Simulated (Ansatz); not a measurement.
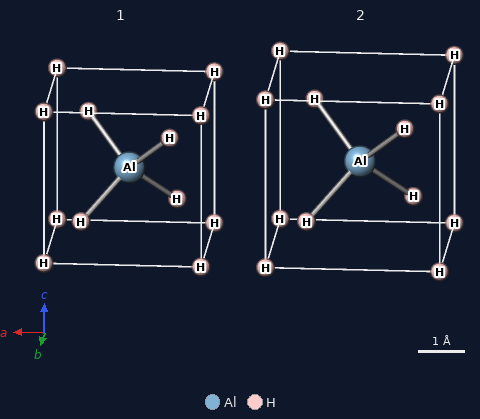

Two geometries of crystalline AlH$_{5}$ (a generated structure, set up in P-43m) (coarse preliminary run), drawn at one scale. One is the start of a relaxation, the other its converged end. The picture is a ball-and-stick view of the cell of the calculation, seen from a free direction.

Level of theory: DFT PBE, scalar-relativistic, plane waves, PAW in Ansatz. Settings: plane-wave cutoff 420 eV; k-point mesh 4 × 4 × 4; occupations gaussian; smearing width 0.1 eV; no spin polarisation; cell and atoms relaxed; force threshold 0.04 eV/Å; at most 70 steps.

Which geometry has the lower energy?

Answer. Structure 1 is the relaxed one. The largest moves relative to the cell, 0.004 Å, are those of H atoms. Al stays in place. The volume changes by −26.6 %, with a = b = c 3.830 → 3.455 Å (−9.8 %). Some distances before and after: Al–H 1.878 → 1.690 Å. The space group stays P-43m (No. 215). The energy falls by 0.731 eV per cell of the calculation in 2 accepted moves (3 points after the start). The largest force component goes from 0.4 to 0.03 eV/Å. The pressure goes from −12.39 to 0.05 GPa. The SCF was repeated once at an unchanged geometry on a basis and grid sized afresh for the cell, which shifted the energy by 9.7 meV per cell of the calculation at most.

Limits of the set-up: the k-point mesh is coarse for a cell with partly filled bands.
